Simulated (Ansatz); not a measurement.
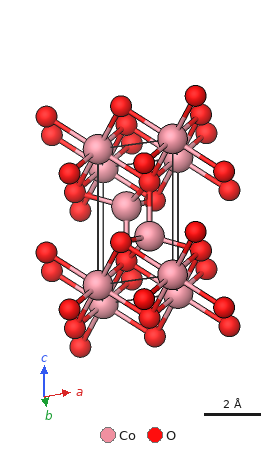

This is the input geometry for a relaxation of a crystal of Co3O2 (built on the A-type sesquioxide_164 type) (coarse preliminary run). The picture is a ball-and-stick view of the cell of the calculation, seen from a free direction.

Case: anti-A-type sesquioxide type (P-3m1, No. 164).

These are results of Ansatz 0.2.0, DFT PBE, scalar-relativistic, plane waves, PAW, not measurements.

The input:
```yaml
crystal:
  lattice:
    - [3.2007247426, 0.0, 0.0]
    - [-1.6003623713, 2.7719089376, 0.0]
    - [0.0, 0.0, 4.9798077848]
  atoms:
    - { symbol: Co, position: [0.0, 0.0, 0.0], spin: 2.36 }
    - { symbol: Co, position: [0.3333333333, 0.6666666667, 0.645], spin: 2.23 }
    - { symbol: Co, position: [0.6666666667, 0.3333333333, 0.355], spin: 2.23 }
    - { symbol: O, position: [0.3333333333, 0.6666666667, 0.245], spin: 0.38 }
    - { symbol: O, position: [0.6666666667, 0.3333333333, 0.755], spin: 0.38 }
basis:
  ecutwfc: 420
kpoints:
  mp_grid: { grid: [6, 6, 4] }
hamiltonian:
  xc: pbe
scf:
  occupations: { method: gaussian, width: 0.1 }
  lower_state_search: "off"
output:
  forces: true
  stress: true
  eigenvalues: true
  populations: true
magnetization:
  spin_polarized: true
relax:
  adjacent_minimum: "off"
  f_tol: 0.04
  max_steps: 70
  cell: { stress_tol: 0.4 }
```

Command:
```bash
ansatz run input.yaml --threads 1 --pin off --max-ram 2560MiB --backend cpu --events-out ev --progress --plain --runs-dir out
```

> Predict the outcome.

The energy falls by 571 meV per atom in 20 accepted moves (25 points after the start). The largest force component goes from 1.6 to 0.00076 eV/Å. The pressure goes from 40.44 to 0.01 GPa. The line search rejected the trial step at point 9 of the run. At 4 points the geometry stayed and the basis and grid were re-selected for the new cell (energy shift of 64.7 meV per atom at most each time). The largest moves relative to the cell, 0.42 Å, are those of O4 and O5. O5 goes along +c. Largest moves by element: O 0.42 Å, Co 0.13 Å. The volume changes by +9.7 %, with a = b 3.201 → 2.756 Å (−13.9 %), c 4.980 → 7.364 Å (+47.9 %). Among the contacts that change: Co2–O4 1.992 → 3.236 Å, Co2–O5 1.927 → 2.089 Å, Co2–Co3 2.345 → 2.464 Å, Co1–O4 2.214 → 2.111 Å. Bonds break: Co2–O4 (1.99 → 3.24 Å), Co3–O5 (1.99 → 3.24 Å). Bond angles that change, for instance: O5–Co2–O5 112.3° → 82.5°, Co2–O5–Co2 112.3° → 82.5°, Co1–O5–Co2 75.9° → 98.0°. The space group stays P-3m1 (No. 164).

Final geometry:

```
Co O
1.0
     2.75618    0.00000    0.00000
    -1.37809    2.38692    0.00000
     0.00000    0.00000    7.36426
Co O
3 2
Direct
  0.00000 0.00000 0.00000
  0.33333 0.66667 0.62776
  0.66667 0.33333 0.37224
  0.33333 0.66667 0.18841
  0.66667 0.33333 0.81159
```

The end point in the same view:

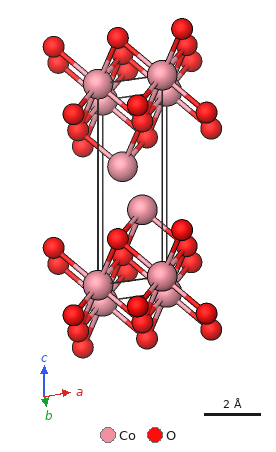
